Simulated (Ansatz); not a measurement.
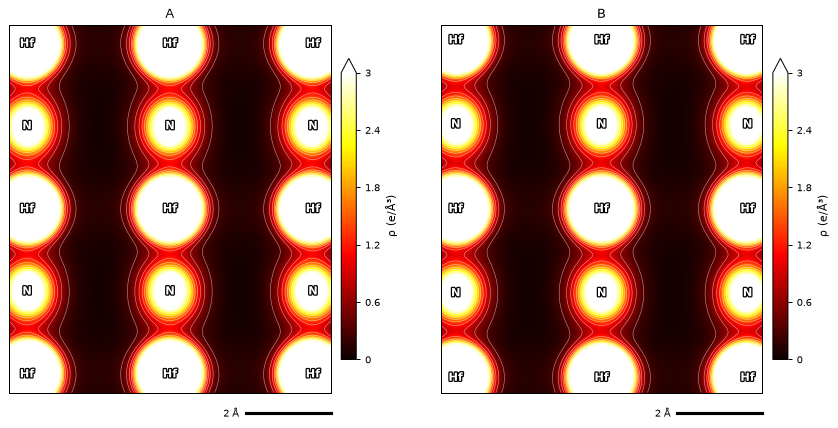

HfN. The valence electron density of two cells that differ in size, on the (100) plane of each (indices in the axes of the calculation cell), at one length scale and on one colour scale: B has 20.3 Å³ an atom and A 19.0.

The calculation used Kohn-Sham DFT of a periodic cell, PBE, Ansatz PAW in Ansatz.

What changes from the larger cell to the smaller?

Answer. From the larger cell to the smaller, Hf–N goes from 1.98 to 1.94 Å, and the density at its midpoint from 1.1 to 1.2 e/Å³; the pressure goes from 0.6 to 9 GPa.
